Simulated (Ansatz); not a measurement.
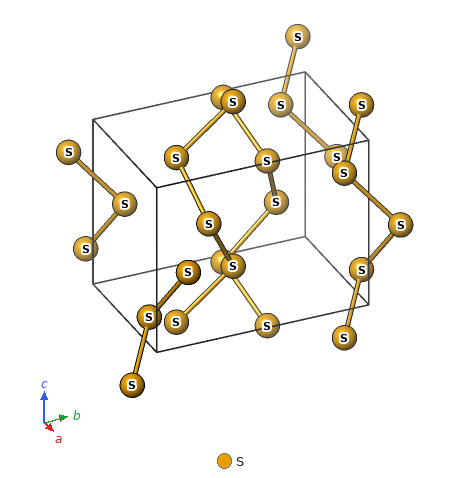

View slightly off an axis, drawn as a ball-and-stick model. Lines trace the edges of the conventional unit cell. Every bond is drawn to its end, so some atoms lie outside the box.

S, space group P3_221 (No. 154), a = 7.455 Å, b = 7.455 Å, c = 4.379 Å, α = 90.00°, β = 90.00°, γ = 120.00°. Starting structure: a structure listed in the Materials Project. Earlier steps of the study may have refined or changed the cell and positions. It was run through Ansatz as a DFT input.

This one geometry was computed with Ansatz (DFT, plane waves, PAW) at three levels of theory: PBE+D3(BJ), PBEsol and r2SCAN.

Question: How does the band gap change with the level of theory?

Answer: PBEsol: a gap of 1.75 eV, indirect; PBE+D3(BJ): a gap of 1.83 eV, indirect; r2SCAN: a gap of 2.09 eV, indirect.

Question: Collect the results in a table.

Answer:
| level | cutoff (eV) | k-mesh of the run's cell | gap (eV) | pressure (GPa) |
| --- | --- | --- | --- | --- |
| PBE+D3(BJ) | 420 | 6×6×6 | 1.83 | 0.0 |
| PBEsol | 420 | 6×6×6 | 1.75 | -0.4 |
| r2SCAN | 500 | 6×6×6 | 2.09 | 0.3 |

Gaps are taken on the k-mesh or band path of each run.
